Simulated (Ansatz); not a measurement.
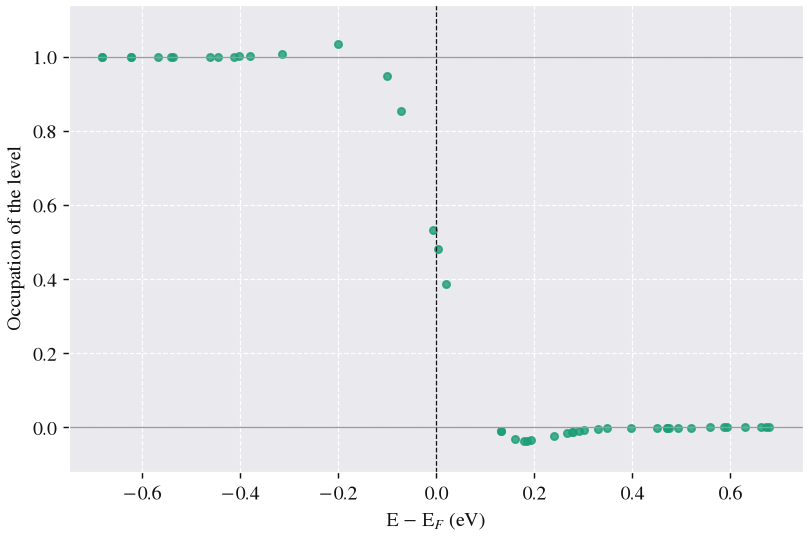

Occupations of the one-electron levels of the k mesh against their energy, from a run on TaN, space group P6_3/mmc, 4 atoms in the cell, with Ansatz.

Which smearing scheme was used (Fermi-Dirac, Gaussian, Methfessel-Paxton or cold), and about what width?

Methfessel-Paxton smearing with a width of 0.15 eV. The occupations overshoot on both sides, up to 1.034 below the Fermi level and down to −0.035 above it; for the first-order scheme these extremes (±0.035) lie 1.22 widths, here 0.18 eV, from the Fermi level.
